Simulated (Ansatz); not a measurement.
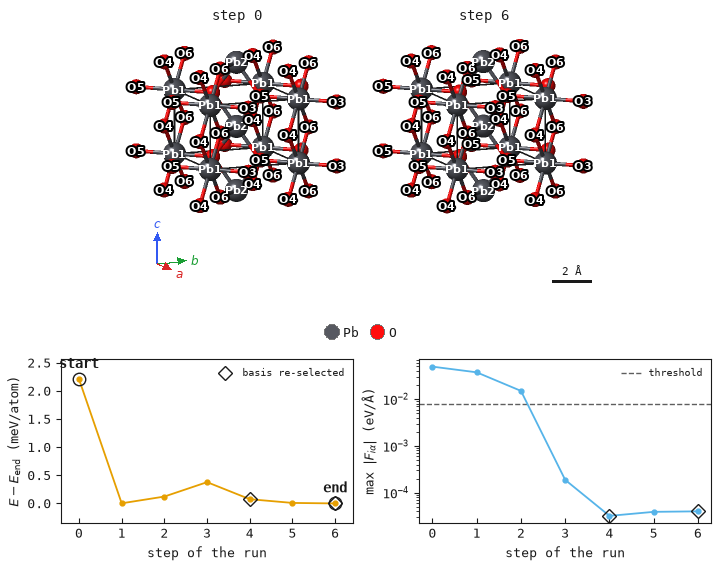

First and last geometry of a relaxation of solid PbO2 (set up in P4_2/mnm), with the history of the run. Style: ball-and-stick. Shown: the cell of the calculation, slightly off an axis.

Case: relaxed at 3 GPa.

The calculation used DFT PBEsol, scalar-relativistic, plane waves, PAW (Ansatz).

Input
```yaml
crystal:
  lattice:
    - [4.9506327352, 0.0, 0.0]
    - [0.0, 4.9506327352, 0.0]
    - [0.0, 0.0, 3.3797247065]
  atoms:
    - { symbol: Pb, position: [0.0, 0.0, 0.0] }
    - { symbol: Pb, position: [0.5, 0.5, 0.5] }
    - { symbol: O, position: [0.3076225152, 0.3076225152, 0.0] }
    - { symbol: O, position: [0.1923774848, 0.8076225152, 0.5] }
    - { symbol: O, position: [0.6923774848, 0.6923774848, 0.0] }
    - { symbol: O, position: [0.8076225152, 0.1923774848, 0.5] }
basis:
  ecutwfc: 420
kpoints:
  mp_grid: { grid: [8, 8, 10] }
hamiltonian:
  xc: pbesol
scf:
  occupations: { method: gaussian, width: 0.1 }
output:
  forces: true
  stress: true
  eigenvalues: true
  write_density: true
  write_potential: true
  elf: true
  volumetric_format: npy
relax:
  adjacent_minimum: "off"
  f_tol: 0.008
  max_steps: 50
  cell: { stress_tol: 0.08, p_target: 3.0 }
```

Run as
```bash
ansatz run input.yaml --threads 1 --pin off --max-ram 2560MiB --backend cpu --events-out ev --progress --plain --runs-dir out
```

> Did the run converge, and what did it change?

It converged. The energy falls by 2.2 meV per atom in 4 accepted moves (6 points after the start). With the target pressure of 3 GPa, the enthalpy E + pV changes by −0.7 meV per atom. The largest force component goes from 0.05 to under 0.0001 eV/Å. The pressure goes from 4.25 to 3.00 GPa. At 2 points the geometry stayed and the basis and grid were re-selected for the new cell (energy shift of 0.3 meV per atom at most each time). No atom moves by more than 0.005 Å relative to the cell. The volume changes by +0.6 %, with a = b 4.951 → 4.946 Å (−0.1 %), c 3.380 → 3.406 Å (+0.8 %). Among the contacts that change: Pb1–O4 2.161 → 2.172 Å, Pb1–O3 2.154 → 2.149 Å. The space group stays P4_2/mnm (No. 136). The run took 2.2 min on 1 thread of Arm Neoverse V1, on a shared host, peak memory 0.47 GiB.

```tsv
step	E − E(0), meV/atom	largest force component, eV/Å	pressure, GPa	volume, Å³/atom	note
0	0.00	0.0495	4.25	13.805	
1	-2.21	0.0374	2.78	13.915	
2	-2.09	0.0150	2.88	13.902	
3	-1.83	0.0002	3.02	13.882	
4	-2.14	0.0000	3.06	13.882	same geometry, new basis
5	-2.20	0.0000	3.00	13.886	
6	-2.21	0.0000	3.00	13.886	same geometry, new basis
```
